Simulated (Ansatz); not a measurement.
## TiO₂: molecular dynamics (part 5 of 5)

The same run, continued: TiO₂ (I4₁/amd, 12 atoms in the cell); DFT PBE, scalar-relativistic, plane waves, PAW, PAW set soft_1, no spin polarisation (Ansatz 0.2.0); cutoff 420 eV, 3×3×1 k-mesh, Fermi–Dirac smearing of 0.17 eV. The structure derives from an entry of the Crystallography Open Database. It belongs to a series of runs on one base structure; here: dynamics from the start.

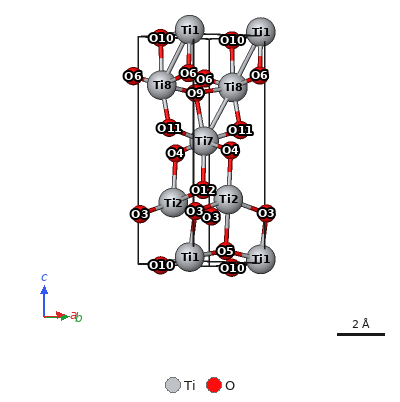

*The geometry at step 450 of the log (ball-and-stick view of the cell of the calculation, seen at an oblique angle; atoms are numbered from 1 in the order of the input).*

## Trajectory as extended XYZ, continued
```
12
Lattice="3.8664 0.0000 0.0000 0.0000 3.8664 0.0000 0.0000 0.0000 9.7716" Properties=species:S:1:pos:R:3:forces:R:3 step=402 time_fs=402.0 energy=-14553.65342 temperature=1881.6
Ti    0.0322    0.0518    0.1485   -0.4309  -0.9931   1.2372
Ti    0.2024    1.7384    2.7588    0.1291   0.1754  -3.7534
O     0.4314   -0.2621    2.1804   -1.1517   0.5666   0.2940
O     0.0169    1.6485    4.5777    1.8844  -0.0357   1.9264
O    -0.1584    1.6987    0.6729   -0.0279   1.7615   0.2713
O    -0.1665   -0.1591    7.8932    0.8783  -0.3177   0.2636
Ti    2.1166    1.5810    5.0564   -0.7600   0.2651   0.5279
Ti    1.6918   -0.1180    7.5118    0.2934   0.2589   0.7830
O     1.7714    1.7595    7.1204   -0.0540  -0.3286  -1.1513
O     1.8200    0.2480    9.5233    0.1043  -1.4952  -1.4278
O     2.1493   -0.2422    5.5034   -0.6063   0.5426  -0.2539
O     2.0877    1.7742    3.0230   -0.2588  -0.3996   1.2830
12
Lattice="3.8664 0.0000 0.0000 0.0000 3.8664 0.0000 0.0000 0.0000 9.7716" Properties=species:S:1:pos:R:3:forces:R:3 step=410 time_fs=410.0 energy=-14553.53488 temperature=1692.8
Ti    0.0000    0.1149    0.1463   -0.9029  -1.2271   1.9782
Ti    0.1223    1.7392    2.7034    0.5691   0.0666  -2.1975
O     0.3965   -0.2544    2.0677   -1.0027   0.5201   0.7483
O     0.0607    1.6828    4.5446    0.2053  -0.2407   2.5363
O    -0.3407    1.6972    0.8098    0.2086   1.5424  -1.5423
O    -0.2011   -0.1109    7.8931    1.2170  -0.2082   0.3001
Ti    2.1473    1.6498    5.1201   -0.6253   0.1855  -0.9559
Ti    1.6960   -0.1464    7.5503    0.2419   0.0933  -0.3269
O     1.8168    1.8274    7.0661   -0.3573  -1.3736   0.4974
O     1.8036    0.1705    9.5507   -0.0476  -0.8880  -1.6345
O     2.0680   -0.3014    5.5307   -0.1910   1.7410  -0.2400
O     1.9950    1.7552    3.0790    0.6849  -0.2113   0.8367
12
Lattice="3.8664 0.0000 0.0000 0.0000 3.8664 0.0000 0.0000 0.0000 9.7716" Properties=species:S:1:pos:R:3:forces:R:3 step=418 time_fs=418.0 energy=-14553.31851 temperature=1846.4
Ti   -0.0598    0.1521    0.1923   -1.1920  -0.7562   0.7195
Ti    0.0710    1.7544    2.6225    0.7002   0.0063   1.1135
O     0.3499   -0.1740    1.9903   -0.4632   0.1005   1.1984
O     0.1657    1.7528    4.5444   -1.8576  -0.3106   1.7397
O    -0.5547    1.7565    0.8430    0.6428   1.0589  -2.1904
O    -0.2205   -0.0913    7.9519    1.3489  -0.2258   0.0952
Ti    2.1768    1.7151    5.1783   -0.2465   0.1755  -1.5922
Ti    1.6944   -0.1535    7.6171    0.1458  -0.0669  -1.6177
O     1.8550    1.8369    7.0926   -0.5248  -1.3130   1.0925
O     1.7793    0.1066    9.5015   -0.4677  -0.4480  -0.1380
O     2.0330   -0.3005    5.5219    0.1087   1.8252   0.2271
O     1.9387    1.7490    3.1606    1.8054  -0.0459  -0.6478
12
Lattice="3.8664 0.0000 0.0000 0.0000 3.8664 0.0000 0.0000 0.0000 9.7716" Properties=species:S:1:pos:R:3:forces:R:3 step=426 time_fs=426.0 energy=-14553.00022 temperature=1867.2
Ti   -0.1325    0.1700    0.2277   -1.8038  -0.1425  -2.7438
Ti    0.0374    1.7665    2.5659   -0.1717   0.6880   2.2851
O     0.2503   -0.0325    1.9604    0.4040  -0.6293   2.7969
O     0.2256    1.7996    4.6098   -2.5539  -0.2046   0.3384
O    -0.7162    1.8917    0.7194    1.9167   0.1634   0.0073
O    -0.2680   -0.0440    8.0079    1.6990  -0.5190  -0.0351
Ti    2.1714    1.8018    5.2043   -0.0518   0.1330  -0.1189
Ti    1.7049   -0.1892    7.6566    0.0599  -0.1693  -2.5241
O     1.8935    1.7526    7.2005   -0.7243   0.4193  -0.1064
O     1.7316    0.0549    9.4590   -0.9494  -0.1189   2.1025
O     2.0377   -0.2138    5.5503    0.1612   0.3782   0.3609
O     1.9489    1.7954    3.2595    2.0142   0.0016  -2.3627
12
Lattice="3.8664 0.0000 0.0000 0.0000 3.8664 0.0000 0.0000 0.0000 9.7716" Properties=species:S:1:pos:R:3:forces:R:3 step=434 time_fs=434.0 energy=-14552.90912 temperature=1614.9
Ti   -0.2389    0.1707    0.2415   -1.3425  -0.1053  -3.5161
Ti    0.0051    1.7924    2.5699   -0.7033   1.3500   2.3012
O     0.1348    0.0575    2.0313    0.5447  -0.7474   2.0872
O     0.2049    1.8502    4.6949   -1.6856  -0.0122  -0.3997
O    -0.7764    2.0423    0.5682    2.4722  -1.0936   1.6912
O    -0.2691   -0.0362    8.0390    1.3230  -0.5547   0.2196
Ti    2.1493    1.8643    5.2174    0.0234  -0.0512   0.8396
Ti    1.7630   -0.2063    7.6690   -0.0780  -0.1585  -1.6409
O     1.9128    1.6954    7.2851   -0.7860   1.8453  -0.7896
O     1.6704    0.0366    9.5022   -0.9804   0.2322   1.9506
O     2.0666   -0.1087    5.6301   -0.0060  -0.8326  -0.1899
O     1.9999    1.8078    3.2995    1.2185   0.1279  -2.5532
12
Lattice="3.8664 0.0000 0.0000 0.0000 3.8664 0.0000 0.0000 0.0000 9.7716" Properties=species:S:1:pos:R:3:forces:R:3 step=442 time_fs=442.0 energy=-14553.07988 temperature=1848.7
Ti   -0.3453    0.1503    0.2239   -0.3847   0.0228  -2.1282
Ti   -0.0259    1.8479    2.6270   -0.4872   0.7006   0.6108
O     0.0637    0.0840    2.0803    0.4338   0.1273   1.7925
O     0.1138    1.9194    4.7573    0.0880  -0.0391  -0.6344
O    -0.6884    2.1512    0.4789    1.5192  -1.9507   2.1102
O    -0.2325   -0.0394    8.0511   -0.0682  -0.6082  -0.1538
Ti    2.0972    1.9213    5.2314    0.0144  -0.2299   0.9418
Ti    1.8229   -0.1816    7.6583   -0.4708  -0.2743   0.5212
O     1.8583    1.6431    7.3394   -0.5709   3.0746  -1.4104
O     1.5530    0.0404    9.5650    0.6691   0.4357   0.8400
O     2.1277   -0.0557    5.7293   -0.3228  -1.4919  -1.5876
O     2.0726    1.8383    3.2475   -0.4200   0.2332  -0.9020
12
Lattice="3.8664 0.0000 0.0000 0.0000 3.8664 0.0000 0.0000 0.0000 9.7716" Properties=species:S:1:pos:R:3:forces:R:3 step=450 time_fs=450.0 energy=-14553.04013 temperature=1663.1
Ti   -0.4358    0.1319    0.1886    0.1427   0.2436   0.9164
Ti   -0.0434    1.9324    2.6958    0.3524   0.0968  -1.3837
O     0.0216    0.0878    2.1454    0.3518   0.7692   1.3584
O     0.0464    2.0014    4.8034    1.0775  -0.0982  -0.3578
O    -0.5799    2.2072    0.5107    0.7036  -2.3830   1.6209
O    -0.2098   -0.0980    8.0799   -0.7742  -0.1417  -1.1903
Ti    2.0422    1.9957    5.2620    0.1062  -0.4580   0.3162
Ti    1.8739   -0.1769    7.6241   -0.9043  -0.0688   2.1915
O     1.7761    1.7396    7.3367   -0.2540   2.0965  -1.5483
O     1.4892    0.0627    9.6668    1.9364   0.6352  -0.8049
O     2.1903   -0.0112    5.7830   -0.5767  -1.0126  -2.1011
O     2.1222    1.8732    3.1614   -2.1615   0.3210   0.9828
12
Lattice="3.8664 0.0000 0.0000 0.0000 3.8664 0.0000 0.0000 0.0000 9.7716" Properties=species:S:1:pos:R:3:forces:R:3 step=458 time_fs=458.0 energy=-14553.03629 temperature=1786.0
Ti   -0.4967    0.1029    0.1654    0.5641  -0.0041   3.0987
Ti   -0.0723    2.0322    2.7253    0.7446   0.1631  -1.5869
O     0.0037    0.0918    2.2545    0.0880   0.5264   0.3126
O     0.0133    2.0786    4.8346    0.9623  -0.2835  -0.1913
O    -0.4547    2.1972    0.5808    0.0722  -1.8526   0.6963
O    -0.2288   -0.1758    8.0523   -0.0537   0.5062  -0.5816
Ti    2.0062    2.0368    5.3080    0.0209  -0.3458  -1.2438
Ti    1.9199   -0.1814    7.6154   -2.1417   1.2514   1.3525
O     1.6657    1.9375    7.2344    0.1070  -1.1316  -0.5032
O     1.4528    0.0714    9.7222    2.5274   0.7342  -1.5810
O     2.1837    0.0187    5.7819   -0.5742   0.1484  -1.5418
O     2.0931    1.9135    3.0784   -2.3170   0.2880   1.7694
12
Lattice="3.8664 0.0000 0.0000 0.0000 3.8664 0.0000 0.0000 0.0000 9.7716" Properties=species:S:1:pos:R:3:forces:R:3 step=466 time_fs=466.0 energy=-14552.63253 temperature=1750.3
Ti   -0.5486    0.0769    0.1957    1.6114  -0.1658   3.1581
Ti   -0.0489    2.1230    2.7218   -0.0172  -0.0813   0.0116
O     0.0331    0.0708    2.3623   -0.6761  -0.1668  -0.8837
O    -0.0106    2.1475    4.8876    0.2608  -0.4650  -0.5799
O    -0.3210    2.0676    0.6010   -0.4216  -0.5214   0.3890
O    -0.2531   -0.2356    8.0135    1.4903   0.8846   1.2155
Ti    1.9668    2.0439    5.3489    0.1224  -0.1488  -3.8892
Ti    1.9329   -0.1905    7.6678   -3.1045   4.0136  -0.6679
O     1.6234    2.1157    7.1400   -0.5798  -5.1444   1.4146
O     1.5089    0.0729    9.7223    1.7421   0.3155  -1.3909
O     2.1230    0.0637    5.7438   -0.4589   0.9372  -0.0924
O     1.9228    1.8911    3.0497    0.0311   0.5426   1.3150
12
Lattice="3.8664 0.0000 0.0000 0.0000 3.8664 0.0000 0.0000 0.0000 9.7716" Properties=species:S:1:pos:R:3:forces:R:3 step=474 time_fs=474.0 energy=-14552.39785 temperature=1764.7
Ti   -0.5950    0.0128    0.2534    4.7704   0.0845   2.9546
Ti    0.0078    2.2282    2.7321    0.0892  -1.4653   0.7413
O     0.0414    0.1038    2.3605   -1.2523  -0.3896  -1.2861
O    -0.0250    2.2135    4.9040   -0.2309  -0.4504  -1.0692
O    -0.2494    1.9298    0.5716   -0.6841   0.8869   0.3938
O    -0.2234   -0.2348    7.9644    0.1919   0.8357   1.8683
Ti    1.9411    2.0329    5.3567   -0.0892  -0.0859  -3.6385
Ti    1.9186   -0.1643    7.7293   -2.3628   1.8261  -3.1700
O     1.5443    2.0745    7.1121    0.2693  -2.0316   2.6501
O     1.6131    0.0996    9.7071   -1.5202  -0.1668  -1.3464
O     2.0785    0.1364    5.6915   -0.3761  -0.0338   0.8685
O     1.7627    1.8483    3.0102    1.1948   0.9903   1.0336
12
Lattice="3.8664 0.0000 0.0000 0.0000 3.8664 0.0000 0.0000 0.0000 9.7716" Properties=species:S:1:pos:R:3:forces:R:3 step=482 time_fs=482.0 energy=-14552.26320 temperature=1799.6
Ti   -0.6057   -0.0452    0.3078    5.6807   0.0643   1.3660
Ti    0.0467    2.3150    2.7140   -1.0807  -2.6698   1.1933
O    -0.0165    0.1428    2.2620   -0.9371  -0.1578  -0.4844
O    -0.0473    2.2784    4.9171   -0.2530  -0.4218  -1.4304
O    -0.2081    1.8311    0.5299   -0.7221   2.1605   0.7504
O    -0.2361   -0.2146    8.0243   -0.9636   0.5417   1.1793
Ti    1.9111    1.9955    5.3373   -0.4938   0.1626  -1.3916
Ti    1.8606   -0.1379    7.7522   -1.3548   0.6640  -3.1846
O     1.4236    1.9530    7.2062    1.4458   0.4523   0.8276
O     1.6678    0.1229    9.6402   -3.2318  -0.2621  -0.5813
O     2.0702    0.2250    5.6276   -0.4132  -1.3385   0.9555
O     1.6971    1.8944    3.0342    2.3235   0.8045   0.8002
12
Lattice="3.8664 0.0000 0.0000 0.0000 3.8664 0.0000 0.0000 0.0000 9.7716" Properties=species:S:1:pos:R:3:forces:R:3 step=490 time_fs=490.0 energy=-14552.15577 temperature=1609.7
Ti   -0.5557   -0.0937    0.3367    1.5707   0.0791  -1.9351
Ti    0.0678    2.3450    2.6851   -1.5106  -2.3798   1.2089
O    -0.1033    0.1951    2.1417   -0.1069  -0.9853   1.7861
O    -0.1032    2.2947    4.8579    0.2870  -0.4618  -1.3904
O    -0.2153    1.7982    0.5126   -0.5631   3.2672   0.9832
O    -0.2859   -0.2529    8.1153   -1.1439   0.3372  -0.1895
Ti    1.8847    1.9467    5.3018   -0.6715   0.6819  -0.3153
Ti    1.8139   -0.1328    7.7429   -1.1395   0.4370  -1.1786
O     1.3226    1.8174    7.3380    1.9036   1.2857  -1.1563
O     1.5964    0.1288    9.5729   -0.0315  -0.6906   0.9994
O     2.1090    0.2578    5.5806   -0.6265  -1.9993   0.6760
O     1.7121    2.0043    3.0590    2.0321   0.4287   0.5117
```

The run was set up as follows.

## Input
```yaml
accuracy: low
crystal:
  lattice:
    - [3.866372, 0.0, 0.0]
    - [0.0, 3.866372, 0.0]
    - [0.0, 0.0, 9.771635]
  atoms:
    - { symbol: Ti, position: [0.0, 0.0, 0.0] }
    - { symbol: Ti, position: [0.0, 0.5, 0.25] }
    - { symbol: O, position: [0.0, 0.0, 0.2076] }
    - { symbol: O, position: [0.0, 0.5, 0.4576] }
    - { symbol: O, position: [0.0, 0.5, 0.0424] }
    - { symbol: O, position: [0.0, 0.0, 0.7924] }
    - { symbol: Ti, position: [0.5, 0.5, 0.5] }
    - { symbol: Ti, position: [0.5, 0.0, 0.75] }
    - { symbol: O, position: [0.5, 0.5, 0.7076] }
    - { symbol: O, position: [0.5, 0.0, 0.9576] }
    - { symbol: O, position: [0.5, 0.0, 0.5424] }
    - { symbol: O, position: [0.5, 0.5, 0.2924] }
basis:
  ecutwfc: 420.0
kpoints:
  mp_grid: { grid: [3, 3, 1] }
hamiltonian:
  xc: pbe
  pseudopotentials: { kind: paw, azcp: { folder: soft_1 } }
scf:
  occupations: { method: fermi_dirac, width: 0.17 }
  lower_state_search: "off"
md:
  timestep: 1
  n_steps: 490
  ensemble: nvt_langevin
  temperature: 300.0
  initial_velocities: maxwell_boltzmann
  seed: 78190
  friction: 0.02
  temperature_schedule: [{ n_steps: 490, end_temperature: 2000.0 }]
```

Launched with:
```bash
ansatz run input.yaml --threads 1 --pin off --max-ram 3072MiB --backend cpu --events-out ev --progress --plain --runs-dir out
```

## Summary

| quantity | value |
| --- | --- |
| outcome | finished |
| mean temperature over the second half | 1472 K |
| trajectory | 490 steps, 490 fs |
| ensemble | nvt_langevin |
| temperature in the input | 300.0 K |
| time step | 1 fs |
| space group of the start (tolerance 0.01 Å) | I4₁/amd (141) |
| electrons treated | 96 |
| potential energy (free energy of the electrons) (last step) | −14552.1558 eV |
| Fermi energy (last step) | 7.791 eV |
| largest force (length of the vector) (last step) | 3.458 eV/Å |
| hardware | 1 thread of Arm Neoverse V1, 24 GiB of memory available, shared host |
| wall time | 40 min |
| peak memory | 0.36 GiB |

## Notes

The input asks for low accuracy. The k-point mesh is coarse for a cell of this size, so the results may not be converged. So short a trajectory is not equilibrated. The logged temperature at the start can lie below the typed one, since it is counted over all degrees of freedom. The temperature stays far from the 300 K of the thermostat over the second half: the run isn't equilibrated.
